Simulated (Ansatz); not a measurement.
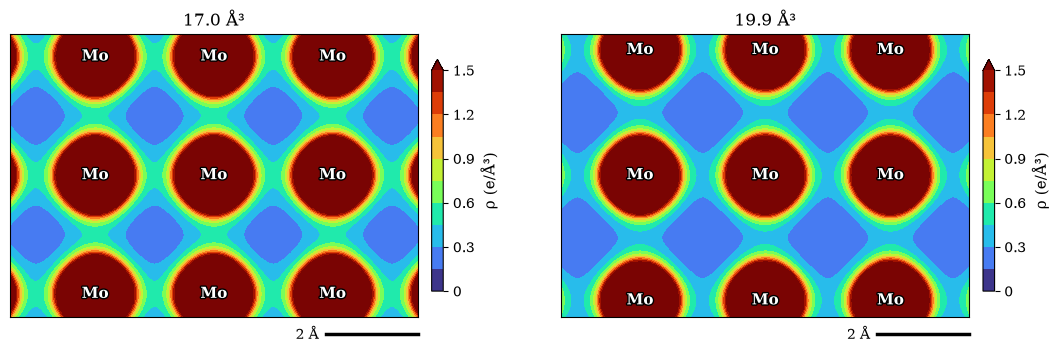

Mo. The valence electron density of cells scaled evenly to different volumes (given per atom above each panel), on the (010) plane of each (indices in the axes of the cell below), at one length scale and on one colour scale.

A generated structure, not necessarily the stable one; computed without spin polarisation.

Method: Ansatz 0.2.0, DFT, BLYP, plane waves (420 eV) with PAW, scalar-relativistic.

The largest cell:

```
Mo
1.0
     2.71139    0.00000    0.00000
     0.00000    2.71139    0.00000
     0.00000    0.00000    2.71139
Mo
1
Direct
  0.00000 0.00000 0.00000
```

| volume (Å³/atom) | Mo–Mo contact in the plane (Å) | ρ at its midpoint (e/Å³) | pressure (GPa) | 
| --- | --- | --- | --- |
| 16.98 | 2.570 | 0.506 | 16.1 | 
| 17.72 | 2.607 | ? | ? | 
| 19.93 | 2.711 | 0.399 | −11.7 | 

**What values belong in the row with question marks?**

Over the known rows ln ρ falls by 1.68 per Å of Mo–Mo distance (the line through the two), which gives 0.475 e/Å³ at 2.607 Å; the calculation gives 0.473 e/Å³. For the pressure, a straight line in volume between the neighbouring rows gives 9.1 GPa; the calculation gives 6.7, lower because pressure rises ever faster on compression.
